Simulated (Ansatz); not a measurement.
Al₁₇As₁₆ (cell with a defect)

```xyz
33
Lattice="-5.7279 5.7279 -5.7279 -5.7279 -5.7279 5.7279 5.7279 5.7279 5.7279" Properties=species:S:1:pos:R:3 pbc="T T T"
Al   -5.6978    2.8485    2.8485
Al    0.0155    5.7580    0.0155
Al   -2.8794    2.8339    5.7434
Al   -0.0942    2.9582    2.9582
Al    2.8484    5.7580    2.8484
Al    0.0155    2.8485    8.5617
Al    0.0155    0.0155    5.7580
Al    2.8484    2.8484    5.7580
Al    5.6337    5.6337    5.6337
Al   -2.7697   -2.7697    5.6337
Al   -2.8794    5.7434    2.8339
Al    0.0155    8.5617    2.8485
Al   -2.7697    5.6337   -2.7697
Al   -5.6979    0.0155    0.0155
Al   -2.8940    2.8484    0.0155
Al   -2.8940    0.0155    2.8484
As    4.2283    4.2283    4.2283
As   -1.4320    7.1599    1.4320
As    1.4320   10.0006    1.4320
As   -1.4996    4.3635    4.3635
As   -4.2959    1.4320   -1.4320
As   -1.3644    4.2283   -1.3644
As   -1.4320    1.4320    7.1599
As   -4.2959   -1.4320    1.4320
As   -1.4552    1.4320    1.4320
As    1.4320    4.3192    1.4320
As    1.4320    1.4320   10.0006
As   -1.3644   -1.3644    4.2283
As    1.4320    1.4320    4.3192
As   -7.1366    1.4320    1.4320
As   -4.2959    4.2959    1.4320
As   -4.2959    1.4320    4.2959
Al    1.4320    1.4320    1.4320
```

Spin-polarised.

These are results of DFT PBE, scalar-relativistic, plane waves, PAW in Ansatz, not measurements.

### What will maps of the valence pseudo-density and electron localisation function show?

Al–As (2.43 Å): ρ is about 0.49 e/Å³ halfway; the ELF peaks at about 0.90 in the valence shell of As, 1.5 Å from its nucleus, and is about 0.90 at the midpoint.
Al–As (2.48 Å): ρ is about 0.46 e/Å³ halfway; the ELF peaks at about 0.90 between the atoms.
Al–As (2.55 Å): the density is about 0.41 e/Å³ at the midpoint; the ELF peaks at about 0.90 between the atoms.

### Does the calculation give a band gap?

It is gapless in this calculation (a metal or semimetal).

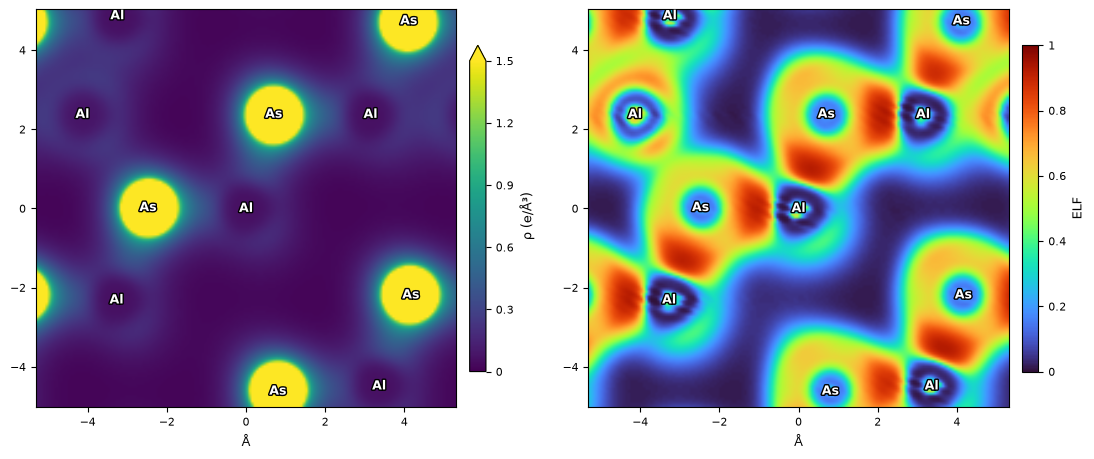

Computed valence pseudo-density and electron localisation function on the (11̄0) plane of the calculation cell, in this order. 

Core electrons are frozen (PAW), and the valence fields are smoothed inside the atomic spheres.
